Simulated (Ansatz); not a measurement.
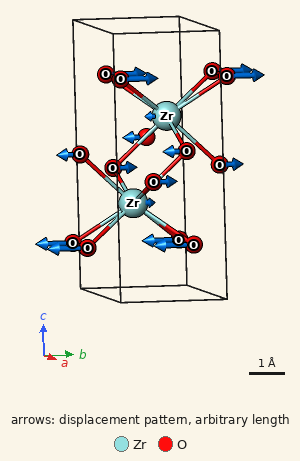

One vibrational mode of crystalline ZrO$_{3}$ (a generated structure) at the zone centre. The blue arrows are the displacements of the atoms (eigenvector over the root of the mass), of arbitrary overall length and sign. The picture is a ball-and-stick view of the cell of the calculation, seen slightly off an axis.

These are results of DFT PBE, scalar-relativistic, plane waves, PAW in Ansatz 0.2.0, not measurements.

Input file:
```yaml
crystal:
  lattice:
    - [4.1157807878, 0.0, 0.0411929009]
    - [0.0, 3.2614877156, 0.0]
    - [-0.8692156911, 0.0, 7.8514959127]
  atoms:
    - { symbol: Zr, position: [0.2783272068, 0.75, 0.647796317] }
    - { symbol: Zr, position: [0.7216727932, 0.25, 0.352203683] }
    - { symbol: O, position: [0.8734257475, 0.75, 0.1999433735] }
    - { symbol: O, position: [0.1265742525, 0.25, 0.8000566265] }
    - { symbol: O, position: [0.2420522278, 0.25, 0.4582092614] }
    - { symbol: O, position: [0.7579477722, 0.75, 0.5417907386] }
    - { symbol: O, position: [0.4882117743, 0.25, 0.8005097998] }
    - { symbol: O, position: [0.5117882257, 0.75, 0.1994902002] }
basis:
  ecutwfc: 420
kpoints:
  mp_grid: { grid: [6, 8, 4] }
hamiltonian:
  xc: pbe
scf:
  occupations: { method: fixed }
output:
  eigenvalues: true
phonons:
  method: dfpt
  dielectric: true
  rigid_motions: translations
  eigenvectors: true
```

Command:
```bash
ansatz run input.yaml --threads 4 --pin off --max-ram 12288MiB --backend cpu --events-out ev --progress --plain --runs-dir out
```

Frequencies are those without the non-analytic (LO–TO) term.

Give the symmetry, activity and frequency of this mode.

This is the B_g mode at 368 cm⁻¹, optical level 9 of 20, counted from below, Raman-active by symmetry. All motion is along b; atoms of one kind move against one another, with no net shift of any sublattice; the kinetic energy is shared as O 78 %, Zr 22 %.
